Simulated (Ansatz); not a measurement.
```cif
data_structure
_symmetry_space_group_name_H-M 'P 1'
_symmetry_Int_Tables_number 1
_cell_length_a 3.9976
_cell_length_b 3.9976
_cell_length_c 6.5928
_cell_angle_alpha 90.000
_cell_angle_beta 90.000
_cell_angle_gamma 120.000
_cell_volume 91.24
loop_
_atom_site_label
_atom_site_type_symbol
_atom_site_fract_x
_atom_site_fract_y
_atom_site_fract_z
_atom_site_occupancy
Ge1 Ge 0.33333 0.66667 0.56287 1
Ge2 Ge 0.66667 0.33333 0.06287 1
Ge3 Ge 0.33333 0.66667 0.93713 1
Ge4 Ge 0.66667 0.33333 0.43713 1
```

Space group P6₃/mmc; started from the lonsdaleite (2H) prototype, which need not be the ambient phase.

The calculation used Ansatz, DFT, PBE0, plane waves, PAW.

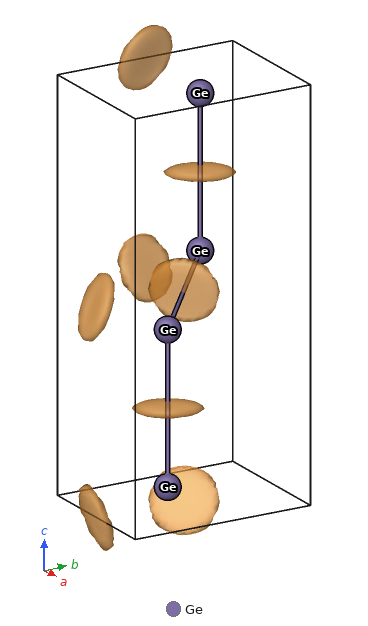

Ge. Isosurface of the electron localisation function at 0.75 (orange), seen slightly off an axis. Core shells and regions of very low density are left out. Sticks mark near contacts.

> Identify the bonds, lone pairs and shells in this picture.

At this value the surface marks out eight regions between bonded Ge–Ge atoms (shared pairs), counted in one cell of 4 atoms. Regions shared between cells count once. Profiles from the grid: Ge–Ge (2.45 Å): the ELF peaks at about 0.80 between the atoms, as expected for a covalent bond.

> Does the calculation give a band gap?

It is gapped, with a Kohn–Sham gap of 0.98 eV on the k-point mesh (the band edges may lie off the mesh, which would make the gap smaller).
